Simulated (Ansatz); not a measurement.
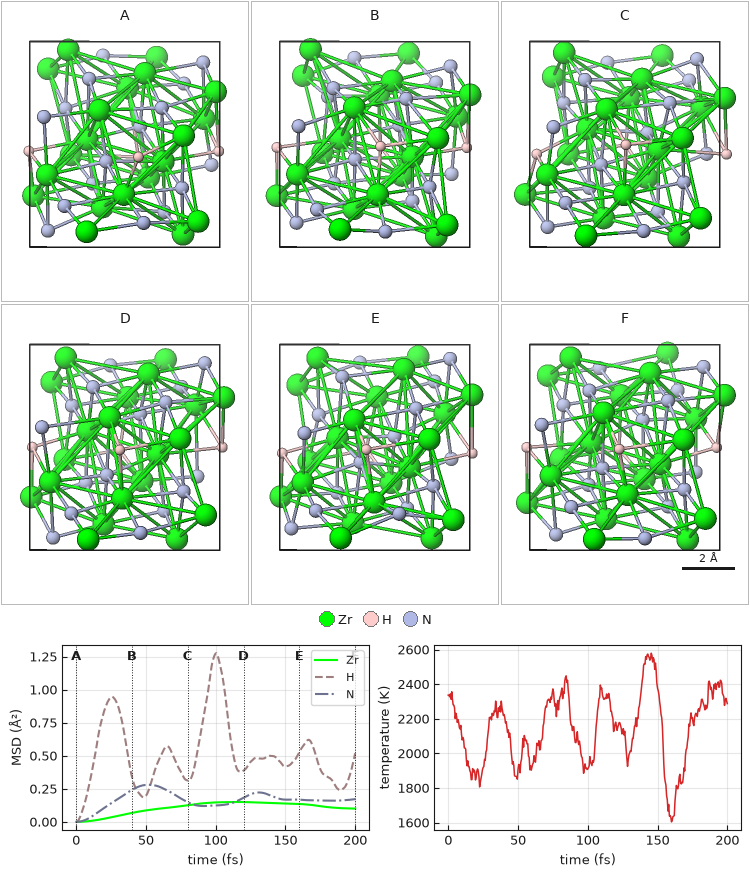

A Born-Oppenheimer molecular dynamics run of a 38-atom cell of Zr$_{10}$HN$_{8}$, 200 fs long. It starts from the last geometry of an earlier run, with fresh velocities. Frames (A at 0 fs, B at 40 fs, C at 80 fs, D at 120 fs, E at 160 fs, F at 200 fs) and the history of the run. The picture is a ball-and-stick view of the simulation cell, seen along the a axis. Bonds to atoms that aren't drawn are left out.

Level of theory: DFT PBEsol, scalar-relativistic, plane waves, PAW in Ansatz 0.2.0. Settings: plane-wave cutoff 420 eV; k-point mesh 1 × 1 × 1; Fermi-Dirac smearing 0.05 eV; low-accuracy preset; Langevin thermostat (NVT); set temperature 2400 K; time step 0.5 fs; friction 0.005 per fs.

### Describe the run.

Over the second half the temperature averages 2181 K (spread ±236 K). The potential energy in the second half lies on average 63.6 meV per atom above the first frame. In the second half of the run the atoms are, in the root-mean-square, this far from where they began (common drift taken out): H 0.71 Å, N 0.41 Å, Zr 0.37 Å. Against the typical shortest distance between atoms in the first frame, about 2.1 Å these are wide excursions, but the first-neighbour bonds of the start all hold: the network flexes, or its layers or units shift against each other, without breaking.

Limits of the set-up: the program's low-accuracy preset was used.

The run took 23 min on 2 threads of Arm Neoverse V1, with other jobs on the host, peak memory 0.66 GiB.
